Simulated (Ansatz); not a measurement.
## C: a changed input and its effect

System: C (Pnc2, 8 atoms in the cell).
Method of run 1: DFT PBE, scalar-relativistic, plane waves, PAW, PAW set soft_1, no spin polarisation (Ansatz 0.2.0).

The structure derives from an entry of the Crystallography Open Database. Text and figures count atoms from 1; the logs count them from 0 in places.

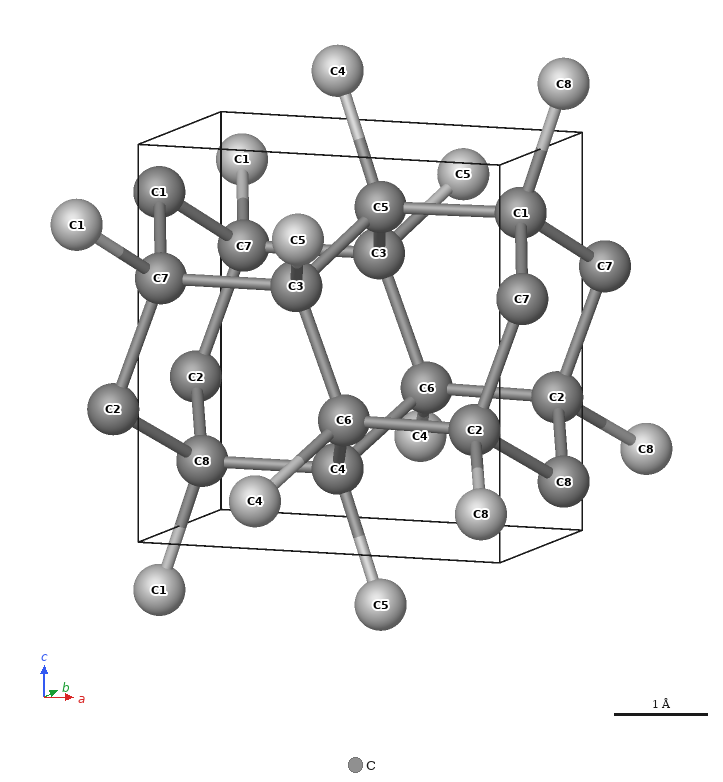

**Figure 1.** The structure as given in the input (ball-and-stick view of the cell of the calculation, set on other vectors, seen slightly off an axis; neighbours outside the cell are drawn fainter; atoms are numbered from 1 in the order of the input). An atom can appear more than once, as a periodic image. Near neighbours in the periodic cell (some may lie outside the picture): C has 4 C at 1.48 to 1.60 Å.

## Input, run 1
```yaml
crystal:
  lattice:
    - [-2.5116408742, 0.0, 0.0]
    - [0.0, 0.0, -4.1802949113]
    - [0.0, -4.3502896045, 0.0]
  atoms:
    - { symbol: C, position: [0.5286665187, 0.9372685928, 0.1666666667] }
    - { symbol: C, position: [-0.0286665187, 0.9372685928, 0.6666666667] }
    - { symbol: C, position: [0.0, 0.4372685928, 0.3333333333] }
    - { symbol: C, position: [0.5, 0.4372685928, 0.8333333333] }
    - { symbol: C, position: [0.4713334813, 0.5627314072, 0.1666666667] }
    - { symbol: C, position: [0.0286665187, 0.5627314072, 0.6666666667] }
    - { symbol: C, position: [0.0, 0.0627314072, 0.3333333333] }
    - { symbol: C, position: [0.5, 0.0627314072, 0.8333333333] }
basis:
  ecutwfc: 520.0
kpoints:
  mp_grid: { grid: [10, 6, 6] }
hamiltonian:
  xc: pbe
  pseudopotentials: { kind: paw, azcp: { folder: soft_1 } }
scf:
  occupations: { method: gaussian, width: 0.05 }
output:
  forces: true
  stress: true
  eigenvalues: true
  write_density: true
  write_potential: true
  elf: true
  volumetric_format: npy
```

Command:
```bash
ansatz run input.yaml --threads 2 --pin off --max-ram 4096MiB --backend cpu --events-out ev --progress --plain --runs-dir out
```

Hardware: 2 threads of Arm Neoverse N1, 98 GiB of memory available, shared host.

## Output, shortened to warnings, some set-up lines, iterations and results (run 1)
```
Basis set: ecut = 520 eV, 1235 PW (Γ), exchange–correlation on 40×64×72 points (8 copies of the dense FFT grid, shifted against one another)
Symmetry: 4 space group operations
k-points: 96 of 360 (time reversal used)
Initial density: superposition of atomic densities (chi_scale 0.1, normalization cell)
[...]
SCF iter   1: F=—  HF=-2008.030733 eV  |F-HF|=—  |Δ(HF+E_count)|=         —  Δρ=1.38e-1  dr2=6.14e0  ethr=3.10e-3  ⟨swp⟩=6.0  Hψ=10850  notcnv=0  defer=3
SCF iter   2: F=—  HF=-2006.022746 eV  |F-HF|=—  |Δ(HF+E_count)|=    2.01e0  Δρ=5.49e-2  dr2=8.54e-1  ethr=3.10e-3  ⟨swp⟩=3.0  Hψ=5447  notcnv=0  defer=300
SCF iter   3: F=—  HF=-2005.815435 eV  |F-HF|=—  |Δ(HF+E_count)|=   2.07e-1  Δρ=6.15e-3  dr2=6.53e-3  ethr=2.67e-3  ⟨swp⟩=2.8  Hψ=3913  notcnv=0  defer=300
SCF iter   4: F=—  HF=-2005.818552 eV  |F-HF|=—  |Δ(HF+E_count)|=   3.12e-3  Δρ=2.70e-3  dr2=5.71e-3  ethr=2.04e-5  ⟨swp⟩=2.1  Hψ=3871  notcnv=0  defer=300
SCF iter   5: F=—  HF=-2005.816943 eV  |F-HF|=—  |Δ(HF+E_count)|=   1.61e-3  Δρ=3.07e-4  dr2=1.34e-5  ethr=1.78e-5  ⟨swp⟩=2.0  Hψ=3033  notcnv=0  defer=300
SCF iter   6: F=—  HF=-2005.816967 eV  |F-HF|=—  |Δ(HF+E_count)|=   2.42e-5  Δρ=8.25e-5  dr2=1.10e-6  ethr=4.18e-8  ⟨swp⟩=2.0  Hψ=3832  notcnv=0  defer=300
SCF iter   7: F=-2005.816969 eV  HF=-2005.816969 eV  |F-HF|=3.39e-8  |Δ(HF+E_count)|=   1.72e-6  Δρ=9.40e-6  dr2=5.79e-8  ethr=3.13e-10  ⟨swp⟩=15.9  Hψ=18830  notcnv=0
SCF 1 converged in 7 iterations: F = -2005.816969 eV  dr2 = 5.79e-8
SCF converged after 7 iterations
Free energy (F): -2005.816969 eV
Harris-Foulkes:  -2005.816969 eV  (|F-HF|=3.39e-8)
Internal energy: -2005.816969 eV  (E = F + TS)
E sigma→0 (E₀):  -2005.816969 eV
Fermi energy:    15.172404 eV
--- Per-component energies (eV) ---
  E_band       = 137.096154
  E_kinetic    = 717.515611
  E_local      = -448.333734  (includes V_loc(G=0)·N_el)
  E_nonlocal   = 183.869331
  E_hartree    = 108.140426
  E_xc         = -381.282729
  E_vxc        = -470.865363  (∫ρ·V_xc dr)
  E_paw        = -799.600501  (= ΣΔE_a)
  E_vpaw       = -61.370038  (= ΣTr[D̂ρ^β])
  E_aug_tail   = 0.000013  (compensation charges beyond the density's cutoff)
  E_ewald      = -1386.125386
  E_smearing   = -0.000000  (= −TS)
  E_closure    = -0.000000  (closes the sum)
  Σ components = -2005.816969   (vs F -2005.816969, Δ=0.00e0)
--- Forces (eV/Å), atoms counted from 1 ---
  atom   1  C      3.18806196     0.22658875     0.14910434
  atom   2  C     -3.18806196     0.22658875     0.14910434
  atom   3  C      1.34341095    -0.22658956     0.14445907
  atom   4  C     -1.34341095    -0.22658956     0.14445907
  atom   5  C     -3.18806196     0.22658875    -0.14910434
  atom   6  C      3.18806196     0.22658875    -0.14910434
  atom   7  C     -1.34341095    -0.22658956    -0.14445907
  atom   8  C      1.34341095    -0.22658956    -0.14445907
  max |Σ_I F_I| component: 3.24e-6 eV/Å
--- Stress (GPa, compression-positive) ---
        2.748420       0.000000       0.000000
        0.000000       2.295184       0.000000
        0.000000       0.000000       0.665027
  P = ⅓ Tr σ = 1.9029 GPa (19.029 kbar)
```

For run 2 the input was changed thus:
```diff
-    - { symbol: C, position: [0.0, 0.4372685928, 0.3333333333] }
-    - { symbol: C, position: [0.5, 0.4372685928, 0.8333333333] }
+    - { symbol: C, position: [-0.0191110124, 0.4372685928, 0.3333333333] }
+    - { symbol: C, position: [0.5191110124, 0.4372685928, 0.8333333333] }
-    - { symbol: C, position: [0.0, 0.0627314072, 0.3333333333] }
-    - { symbol: C, position: [0.5, 0.0627314072, 0.8333333333] }
+    - { symbol: C, position: [0.0191110124, 0.0627314072, 0.3333333333] }
+    - { symbol: C, position: [0.4808889876, 0.0627314072, 0.8333333333] }
```

How does run 2 compare with run 1?

With the same functional and potentials, run 2 lies 6.6 meV per atom lower. The pressure goes from 1.90 to −0.05 GPa. The largest force goes from 3.200 to 2.303 eV/Å. The number of SCF iterations is the same.

## Output, shortened to warnings, some set-up lines, iterations and results (run 2)
```
Basis set: ecut = 520 eV, 1235 PW (Γ), exchange–correlation on 40×64×72 points (8 copies of the dense FFT grid, shifted against one another)
Symmetry: 4 space group operations
k-points: 96 of 360 (time reversal used)
Initial density: superposition of atomic densities (chi_scale 0.1, normalization cell)
[...]
SCF iter   1: F=—  HF=-2008.025013 eV  |F-HF|=—  |Δ(HF+E_count)|=         —  Δρ=1.36e-1  dr2=6.01e0  ethr=3.10e-3  ⟨swp⟩=5.8  Hψ=10700  notcnv=0
SCF iter   2: F=—  HF=-2006.070132 eV  |F-HF|=—  |Δ(HF+E_count)|=    1.95e0  Δρ=5.45e-2  dr2=8.41e-1  ethr=3.10e-3  ⟨swp⟩=3.0  Hψ=5443  notcnv=0  defer=294
SCF iter   3: F=—  HF=-2005.868148 eV  |F-HF|=—  |Δ(HF+E_count)|=   2.02e-1  Δρ=6.03e-3  dr2=5.67e-3  ethr=2.63e-3  ⟨swp⟩=2.8  Hψ=3911  notcnv=0  defer=294
SCF iter   4: F=—  HF=-2005.870509 eV  |F-HF|=—  |Δ(HF+E_count)|=   2.36e-3  Δρ=1.65e-3  dr2=2.12e-3  ethr=1.77e-5  ⟨swp⟩=2.1  Hψ=3650  notcnv=0  defer=294
SCF iter   5: F=—  HF=-2005.869915 eV  |F-HF|=—  |Δ(HF+E_count)|=   5.94e-4  Δρ=3.01e-4  dr2=1.31e-5  ethr=6.61e-6  ⟨swp⟩=2.0  Hψ=3047  notcnv=0  defer=294
SCF iter   6: F=—  HF=-2005.869942 eV  |F-HF|=—  |Δ(HF+E_count)|=   2.66e-5  Δρ=8.17e-5  dr2=9.06e-7  ethr=4.10e-8  ⟨swp⟩=2.0  Hψ=3805  notcnv=0  defer=294
SCF iter   7: F=-2005.869943 eV  HF=-2005.869943 eV  |F-HF|=1.80e-8  |Δ(HF+E_count)|=   1.75e-6  Δρ=5.65e-6  dr2=2.64e-8  ethr=3.13e-10  ⟨swp⟩=15.8  Hψ=18651  notcnv=0
SCF 1 converged in 7 iterations: F = -2005.869943 eV  dr2 = 2.64e-8
SCF converged after 7 iterations
Free energy (F): -2005.869943 eV
Harris-Foulkes:  -2005.869943 eV  (|F-HF|=1.80e-8)
Internal energy: -2005.869943 eV  (E = F + TS)
E sigma→0 (E₀):  -2005.869943 eV
Fermi energy:    15.203886 eV
--- Per-component energies (eV) ---
  E_band       = 137.900286
  E_kinetic    = 716.523460
  E_local      = -444.451199  (includes V_loc(G=0)·N_el)
  E_nonlocal   = 183.662984
  E_hartree    = 107.015875
  E_xc         = -381.120181
  E_vxc        = -470.665116  (∫ρ·V_xc dr)
  E_paw        = -799.455046  (= ΣΔE_a)
  E_vpaw       = -61.201193  (= ΣTr[D̂ρ^β])
  E_aug_tail   = 0.000015  (compensation charges beyond the density's cutoff)
  E_ewald      = -1388.045851
  E_smearing   = -0.000000  (= −TS)
  E_closure    = -0.000000  (closes the sum)
  Σ components = -2005.869943   (vs F -2005.869943, Δ=0.00e0)
--- Forces (eV/Å), atoms counted from 1 ---
  atom   1  C      2.30137186     0.05956998     0.04231670
  atom   2  C     -2.30137186     0.05956998     0.04231670
  atom   3  C     -0.79260494    -0.05957161     0.03984655
  atom   4  C      0.79260494    -0.05957161     0.03984655
  atom   5  C     -2.30137186     0.05956998    -0.04231670
  atom   6  C      2.30137186     0.05956998    -0.04231670
  atom   7  C      0.79260494    -0.05957161    -0.03984655
  atom   8  C     -0.79260494    -0.05957161    -0.03984655
  max |Σ_I F_I| component: 6.54e-6 eV/Å
--- Stress (GPa, compression-positive) ---
       -1.152697       0.000000       0.000000
        0.000000       0.644272       0.000000
        0.000000       0.000000       0.352604
  P = ⅓ Tr σ = -0.0519 GPa (-0.519 kbar)
```

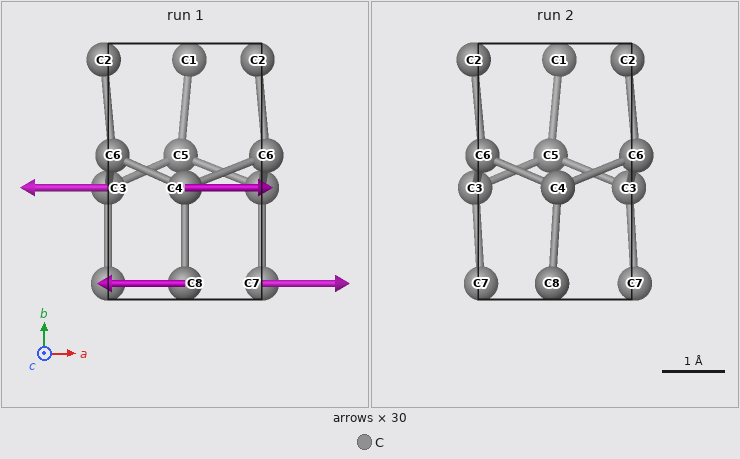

**Figure 2.** The two input geometries at one scale (ball-and-stick view of the cell of the calculation, along the c axis). The pink arrows on the first give the shifts of the atoms relative to the cell, magnified 30 times. The largest moves, 0.048 Å, are those of C3, C4, C7 and C8. The lattice vectors keep their values. Among the contacts that change: C1–C7 1.601 → 1.562 Å.

## The two runs side by side

```csv
quantity,run 1,run 2
outcome,converged,converged
free energy per atom (eV),−250.7271,−250.7337
gap on the mesh (eV),3.28,3.28
pressure (GPa),1.90,−0.05
largest force (eV/Å),3.200,2.303
SCF iterations,7,7
irreducible k-points,96,96
plane waves at Γ,1235,1235
wall time (shared host),18 s,18 s
```
